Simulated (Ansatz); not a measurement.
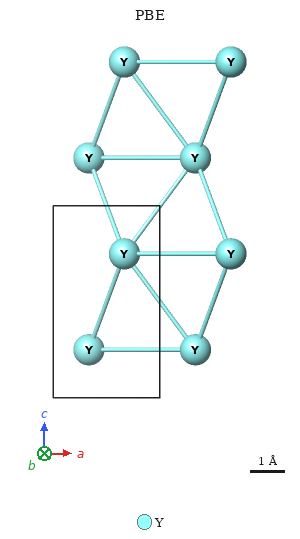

Solid Y (set up in P6_3/mmc), relaxed (cell and atoms) with several functionals. The picture shows the result with PBE. A ball-and-stick model of the cell of the calculation, repeated 2 × 1 × 2 with one cell outlined, seen along the b axis.

Computed with Ansatz 0.2.0: Ansatz PAW. Settings: plane-wave cutoff 420 eV; k-point mesh 8 × 8 × 5; occupations fermi-dirac; smearing width 0.05 eV; no spin polarisation; cell and atoms relaxed; force threshold 0.01 eV/Å.

```csv
functional,volume (Å³/atom),a (Å),c (Å)
PBE,32.918,3.653,5.696
PBEsol,?,?,?
r2SCAN,33.567,3.681,5.723
LDA,29.888,3.530,5.539
```

**Estimate the missing row from the others, and compare with the calculation.**

With PBEsol the volume falls between LDA (29.888) and PBE (32.918). The calculation gives 31.332 Å³/atom (a = 3.592 Å, c = 5.609 Å). In order of volume: LDA < PBEsol < PBE < r2SCAN; the spread is 12.3 %.

Each member starts from this one structure; whether another phase lies lower wasn't checked.
